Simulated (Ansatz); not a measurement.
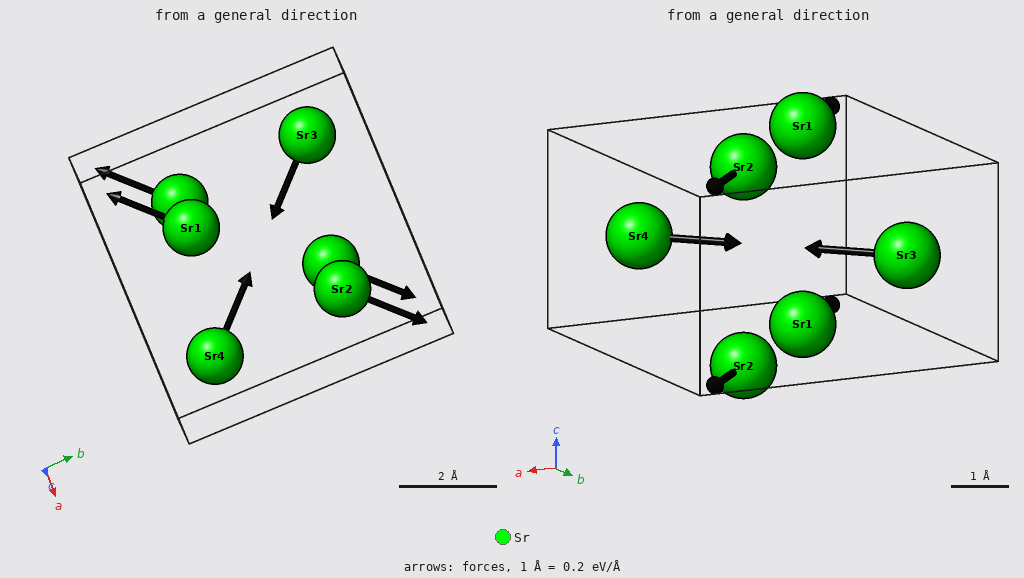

Structure drawing (spheres-only), viewed from two general directions. The frame is the simulation cell; atoms at its boundary are shown with their periodic copies. The arrows are the computed forces on the atoms.

System: Sr. Results below were computed with DFT PBE, scalar-relativistic, plane waves, PAW (Ansatz); the settings were E_cut = 420 eV, an 8×8×12 k-point grid, Gaussian smearing of 0.1 eV, no spin polarisation.

> Do the forces show a relaxed structure?

No. The atoms still feel forces of up to about 0.27 eV/Å, far above a usual threshold of 0.01 to 0.03 eV/Å.

> Find the atom with the largest force.

All Sr atoms, about 0.27 eV/Å.

Provenance: a structure listed in the Materials Project, with elements exchanged, so it need not be a known form of the compound. The cell was then strained or its atoms displaced on purpose. A calculation with Ansatz used it as input.
